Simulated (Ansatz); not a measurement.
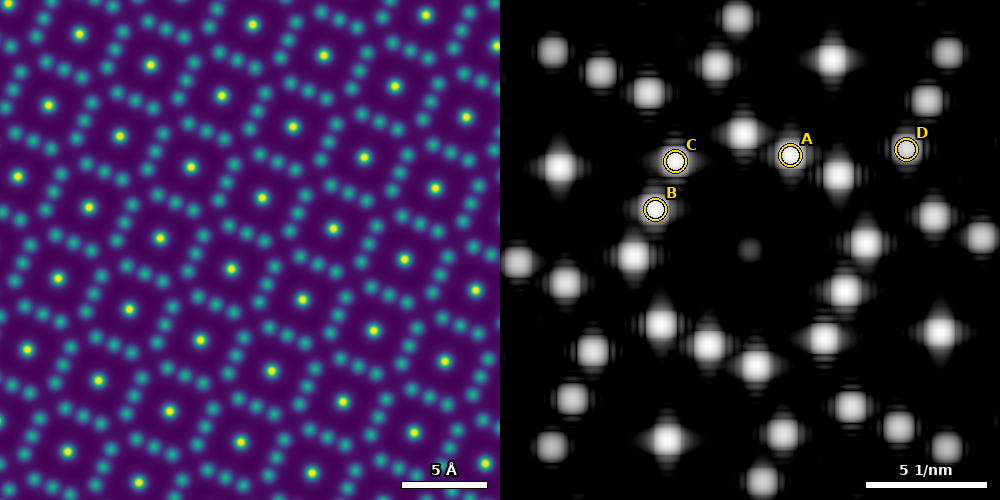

HAADF-like image of Cu (Pm-3n, No. 223) along [001]. The image is simulated as a sum over atoms of Z^1.7, blurred by a 0.57 Å probe (no channelling). The probe carries 25 % of its weight in a tail 2.5 times as wide. The display is stretched by a gamma of 0.8; percentages refer to the linear signal. Model: coordinates from a relaxation with DFT, revPBE, plane waves (420 eV) with PAW, scalar-relativistic in Ansatz 0.2.0; the starting structure was generated, so it need not be a known form of this composition.

The right panel is the modulus of the image's Fourier transform on a logarithmic scale.

a = 4.655 Å, b = 4.655 Å, c = 4.655 Å, α = 90.00°, β = 90.00°, γ = 90.00°

### Index the marked spots and give their plane spacings (the zone axis points at the viewer; indices equivalent by symmetry, or all signs reversed, are as good).

A: (-2 0 0), d = 2.33 Å; B: (0 -2 0), d = 2.33 Å; C: (-1 -2 0), d = 2.08 Å; D: (-3 2 0), d = 1.29 Å. A and B enclose 90°, and every spot obeys the zone law hu + kv + lw = 0 for [001].
